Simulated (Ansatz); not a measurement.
## Single-point calculation of CdSe

System: CdSe (4 atoms in the cell).
Method: DFT, r2SCAN, plane waves, PAW, no spin polarisation (Ansatz 0.2.0).

The structure was built on a prototype by a generator. The geometry comes from this level: r2SCAN. It belongs to a series of runs on one base structure; here: volume -6%.

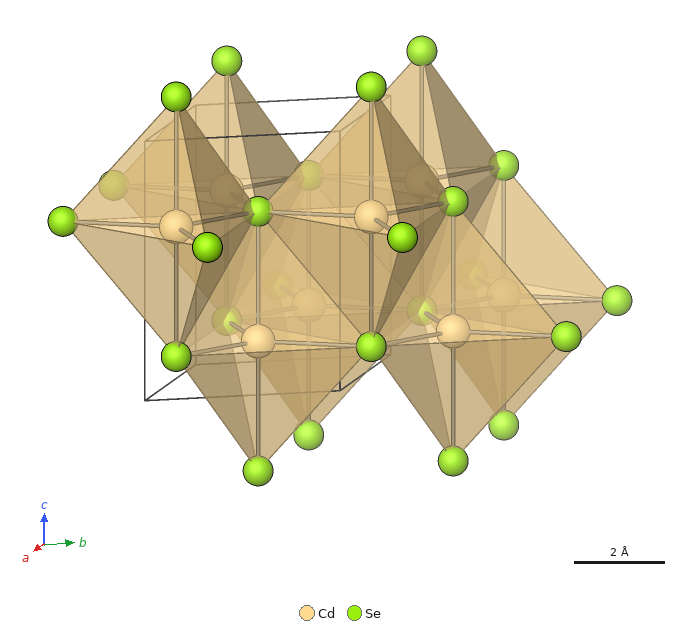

*The structure (polyhedral view of the cell of the calculation, repeated 2 × 2 × 1, seen slightly off an axis; polyhedra are completed across the faces of the cell).*

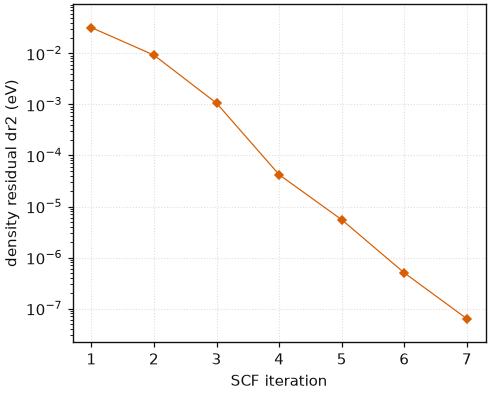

*Convergence of the self-consistent field: density residual dr2 against the SCF iteration.*

The residual falls at every step.

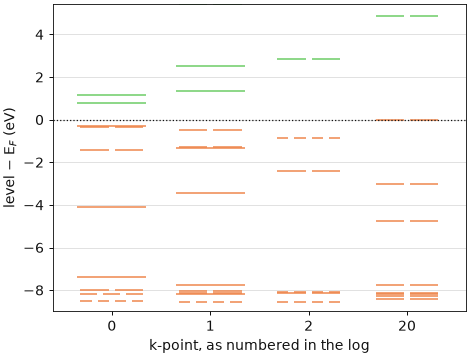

*Kohn–Sham levels near the Fermi level (dotted) at the few k-points that the log prints; levels within 0.02 eV of each other stand side by side.*

Among these points the highest filled and lowest empty levels are 0.76 eV apart, which is the gap on the mesh.

The input that produced these results follows, with the program's output.

Input file
```yaml
crystal:
  lattice:
    - [4.5082939957, 0.0, 0.0]
    - [-2.2541469979, 3.904297128, 0.0]
    - [0.0, 0.0, 5.8791061032]
  atoms:
    - { symbol: Cd, position: [0.3333333333, 0.6666666667, 0.25] }
    - { symbol: Cd, position: [0.6666666667, 0.3333333333, 0.75] }
    - { symbol: Se, position: [0.6666666667, 0.3333333333, 0.25] }
    - { symbol: Se, position: [0.3333333333, 0.6666666667, 0.75] }
kpoints:
  mp_grid: { grid: [6, 6, 4] }
hamiltonian:
  xc: r2scan
scf:
  occupations: { method: fixed }
  n_extra_bands: 5
output:
  forces: true
  stress: true
  eigenvalues: true
```

Command:
```bash
ansatz run input.yaml --threads 2 --pin off --max-ram 2764MiB --backend cpu --events-out ev --progress --plain --runs-dir out
```

The program's output
```
scf.n_extra_bands = 5 over 36 filled bands (N_el = 72.0): the run solves 41 bands
Engine: ansatz 0.2.0, aarch64-unknown-linux-gnu
Pseudopotentials: kind: paw
Pseudopotential: Cd, paw, valence charge 20, recommended cutoff 500 eV (meta_gga), Cd.paw.azcp
Pseudopotential: Se, paw, valence charge 16, recommended cutoff 500 eV (meta_gga), Se.paw.azcp
Functional definition: r2SCAN
  parameter k0 = 0.174
  parameter k1 = 0.065
  parameter a1 = 4.9479
  exchange = r2scan_x(k0 = k0, k1 = k1, a1 = a1)
  correlation = r2scan_c
Crystal: 4 atoms, lattice volume = 103.482 Å³
Basis set: ecut = 500 eV, 2631 PW (Γ), exchange–correlation on 144×144×180 points (64 copies of the dense FFT grid, shifted against one another)
Bands: 41, of which v1, the nominal top of the filled ones, is band 36 counted from 1 (35 counted from 0)
Symmetry: 24 space group operations
Space group: P63/mmc (ITA 194), of the structure as read, at distance tolerance 4.7e-5 Å
k-points: 21 of 144
Non-local potential: Cd, projectors of the file, l = 0: 3, l = 1: 2, l = 2: 2, l = 3: 1
Non-local potential: Se, projectors of the file, l = 0: 2, l = 1: 2, l = 2: 3, l = 3: 1
PAW form: soft (Blöchl's): semilocal exchange-correlation on the pseudo side does not see the compensation charge
PAW frozen core: Cd, regenerated for the run's functional (the file was generated under x = pbe(κ = 0.804, μ = 0.2195149727645171), c = pbe(β = 0.06672455060314922))
PAW frozen core: Se, regenerated for the run's functional (the file was generated under x = pbe(κ = 0.804, μ = 0.2195149727645171), c = pbe(β = 0.06672455060314922))
PAW one-centre angular grid: Cd, 590 points (default); XC on 160 Gauss nodes
PAW one-centre angular grid: Se, 590 points (default); XC on 160 Gauss nodes
Initial density: superposition of atomic densities (neutral atoms: chi_scale 0, normalization atom), corrected by the library's trained network
Initial wavefunctions: pseudopotential atomic-orbital guess
Functional: x = r2scan, c = r2scan; τ floored in thin density (d = 2e-4 eV/Å³)
SCF iter   1: F=—  HF=-27495.190457 eV  |F-HF|=—  |Δ(HF+E_count)|=         —  Δρ=6.18e-3  dr2=3.22e-2  dr2_τ=3.41e-2  ethr=1.77e-3  ⟨swp⟩=4.7  Hψ=2612  notcnv=0  defer=63
preconditioner: auto → Resta (q_TF=auto, 2.568 Å⁻¹)  ε∞=4.4  [insulator: Δε(μ)=0.783 eV  Ē_g=11.911 eV  n_scr=22 (ndim 8)  ℏωp=21.9 eV  f_vac=0.169  ε∞_Penn≈4.4]
SCF iter   2: F=—  HF=-27495.209472 eV  |F-HF|=—  |Δ(HF+E_count)|=   1.90e-2  Δρ=3.51e-3  dr2=9.26e-3  dr2_τ=1.11e-3  ethr=4.47e-5  ⟨swp⟩=2.0  Hψ=1659  notcnv=0  defer=63
SCF iter   3: F=—  HF=-27495.211290 eV  |F-HF|=—  |Δ(HF+E_count)|=   1.82e-3  Δρ=1.05e-3  dr2=1.06e-3  dr2_τ=7.25e-5  ethr=1.29e-5  ⟨swp⟩=2.0  Hψ=1023  notcnv=0  defer=63
SCF iter   4: F=—  HF=-27495.211574 eV  |F-HF|=—  |Δ(HF+E_count)|=   2.84e-4  Δρ=2.41e-4  dr2=4.20e-5  dr2_τ=3.13e-6  ethr=1.48e-6  ⟨swp⟩=2.0  Hψ=1470  notcnv=0  defer=63
SCF iter   5: F=—  HF=-27495.211623 eV  |F-HF|=—  |Δ(HF+E_count)|=   4.96e-5  Δρ=6.09e-5  dr2=5.50e-6  dr2_τ=1.86e-7  ethr=5.83e-8  ⟨swp⟩=2.6  Hψ=1452  notcnv=0  defer=24
SCF iter   6: F=—  HF=-27495.211625 eV  |F-HF|=—  |Δ(HF+E_count)|=   1.99e-6  Δρ=2.07e-5  dr2=4.99e-7  dr2_τ=1.15e-8  ethr=7.65e-9  ⟨swp⟩=2.0  Hψ=1202  notcnv=0  defer=43
SCF iter   7: F=-27495.211625 eV  HF=-27495.211625 eV  |F-HF|=2.68e-9  |Δ(HF+E_count)|=   1.24e-7  Δρ=6.66e-6  dr2=6.30e-8  dr2_τ=1.54e-9  ethr=1.39e-10  ⟨swp⟩=9.3  Hψ=4049  notcnv=0
SCF 1 converged in 7 iterations: F = -27495.211625 eV  dr2 = 6.30e-8
  greatest PAW one-centre occupation: 1.002 electrons in one spin orbital (limit 2), on the Cd atom at site 1 (counted from 0), in its partial waves of l = 1
SCF converged after 7 iterations
Free energy (F): -27495.211625 eV
Harris-Foulkes:  -27495.211625 eV  (|F-HF|=2.68e-9)
Internal energy: -27495.211625 eV  (E = F + TS)
E sigma→0 (E₀):  -27495.211625 eV
Fermi energy:    8.515619 eV
--- Per-component energies (eV) ---
  E_band       = -1775.005043
  E_kinetic    = 1252.021345
  E_local      = -12306.463502  (includes V_loc(G=0)·N_el)
  E_nonlocal   = -1121.325285
  E_hartree    = 5885.022284
  E_xc         = -534.885020
  E_vxc        = -705.065559  (∫ρ·V_xc dr)
  E_paw        = -12062.663144  (= ΣΔE_a)
  E_vpaw       = -708.994673  (= ΣTr[D̂ρ^β])
  E_aug_tail   = -0.000411  (compensation charges beyond the density's cutoff)
  E_vtau       = 44.757357  (kinetic-family band-sum trace: ∫τ·v_τ [+ j·A + Jᵃ·Aᵃ] dr)
  E_ewald      = -8602.258811
  E_core_change = -4.659082  (= ΣΔE_core)
  E_smearing   = -0.000000  (= −TS)
  E_closure    = 0.000000  (closes the sum)
  Σ components = -27495.211625   (vs F -27495.211625, Δ=0.00e0)
--- Forces (eV/Å), atoms counted from 1 ---
  atom   1  Cd     0.00000000     0.00000000     0.00000000
  atom   2  Cd    -0.00000000     0.00000000     0.00000000
  atom   3  Se    -0.00000000    -0.00000000     0.00000000
  atom   4  Se     0.00000000     0.00000000     0.00000000
  max |Σ_I F_I| component: 1.91e-17 eV/Å
--- Stress (GPa, compression-positive) ---
        4.203811      -0.000000       0.000000
       -0.000000       4.203811       0.000000
        0.000000       0.000000       3.277494
  P = ⅓ Tr σ = 3.8950 GPa (38.950 kbar)
--- Band table (eV; the first three rows and the last of 21) ---
  k-point 0: bands = ["-96.1891", "-96.1891", "-56.3581", "-56.3581", "-56.3577", "-56.3577", "-56.3438", "-56.3428", "-38.9229", "-38.9229", "-38.9229", "-38.9229", "-38.8783", "-38.8783", "-38.8778", "-38.8778", "-38.8703", "-38.8703", "-4.9107", "-4.1846", "-0.0148", "-0.0148", "-0.0016", "-0.0016", "0.3379", "0.3379", "0.3518", "0.5111", "0.5111", "1.1429", "4.4394", "7.0742", "7.0742", "8.1849", "8.1849", "8.2202", "9.2767", "9.6734", "14.0271", "14.0271", "15.7452"]
  k-point 1: bands = ["-96.1891", "-96.1891", "-56.3580", "-56.3580", "-56.3578", "-56.3578", "-56.3437", "-56.3429", "-38.9229", "-38.9229", "-38.9229", "-38.9229", "-38.8782", "-38.8782", "-38.8779", "-38.8779", "-38.8703", "-38.8703", "-4.7839", "-4.2608", "-0.0266", "-0.0266", "-0.0211", "-0.0211", "0.3134", "0.3786", "0.3786", "0.4971", "0.4971", "0.7607", "5.0577", "7.2071", "7.2461", "7.2461", "8.0403", "8.0403", "9.8691", "11.0273", "13.9554", "13.9554", "15.0690"]
  k-point 2: bands = ["-96.1891", "-96.1891", "-56.3579", "-56.3579", "-56.3579", "-56.3579", "-56.3433", "-56.3433", "-38.9229", "-38.9229", "-38.9229", "-38.9229", "-38.8781", "-38.8781", "-38.8781", "-38.8781", "-38.8703", "-38.8703", "-4.4973", "-4.4973", "-0.0380", "-0.0380", "-0.0380", "-0.0380", "0.3631", "0.3631", "0.4498", "0.4498", "0.4498", "0.4498", "6.0904", "6.0904", "7.6554", "7.6554", "7.6554", "7.6554", "11.3815", "11.3815", "14.2270", "14.2270", "14.2270"]
  k-point 20: bands = ["-96.1891", "-96.1891", "-56.3580", "-56.3580", "-56.3580", "-56.3580", "-56.3433", "-56.3433", "-38.9231", "-38.9231", "-38.9230", "-38.9230", "-38.8781", "-38.8781", "-38.8781", "-38.8781", "-38.8701", "-38.8701", "-4.1952", "-4.1952", "0.1115", "0.1115", "0.2320", "0.2320", "0.3361", "0.3361", "0.3902", "0.3902", "0.7489", "0.7489", "3.7802", "3.7802", "5.5111", "5.5111", "8.5156", "8.5156", "13.3672", "13.3672", "14.5439", "14.5439", "15.3111"]
```

Summary

```json
{"quantity": "outcome", "value": "converged"}
{"quantity": "space group (tolerance 0.01 Å)", "value": "P6₃/mmc (194)"}
{"quantity": "electrons treated", "value": "72"}
{"quantity": "free energy", "value": "−27495.2116 eV"}
{"quantity": "Fermi energy", "value": "8.516 eV"}
{"quantity": "gap on the k-point mesh", "value": "0.76 eV"}
{"quantity": "pressure", "value": "3.90 GPa"}
{"quantity": "largest force (length of the vector)", "value": "under 0.001 eV/Å"}
{"quantity": "hardware", "value": "2 threads of Arm Neoverse V1, 24 GiB of memory available, shared host"}
{"quantity": "wall time", "value": "6.8 s (CPU time 13 s)"}
{"quantity": "peak memory", "value": "0.64 GiB"}
```
